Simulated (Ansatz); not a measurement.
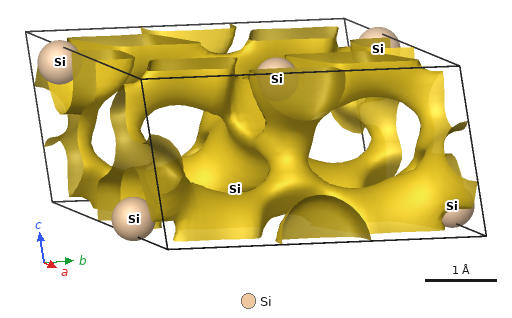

The picture shows: Si. Isosurface of the ELF at 0.65 (yellow), seen slightly off an axis. Only the valence region is drawn (cores and ρ < 0.01 e/Å³ removed).

Space group C2/m; a structure from a database of computed crystals, not necessarily the ambient phase; changed on purpose from its base cell (atom 1 (Si) moved by (-0.200, +0.000) A along x and y); not relaxed (largest force 1.4 eV/Å); computed pressure about 2 GPa in this cell.

All numbers below come from DFT LDA, scalar-relativistic, plane waves, PAW (Ansatz 0.2.0).

Core electrons are frozen (PAW), and the valence fields are smoothed inside the atomic spheres.

```
CELL_PARAMETERS angstrom
4.76483 0.00000 -2.61060
0.00000 4.76483 0.00000
0.00000 0.00000 2.61060
ATOMIC_POSITIONS crystal
Si 0.72901 0.00000 0.10401
Si 0.22901 0.50000 0.10401
Si 0.27099 0.00000 0.89599
Si 0.77099 0.50000 0.89599
```

Q: Describe the localisation domains.

A: The ELF exceeds this value in one network that runs through the whole crystal, counted in one cell of 4 atoms. Regions shared between cells count once. There are no localised bonds or lone pairs at this value.

Values along the shortest contacts:
Si–Si (2.28 Å): the ELF peaks at about 0.90 between the atoms. Si–Si (2.48 Å): the ELF peaks at about 0.85 between the atoms.
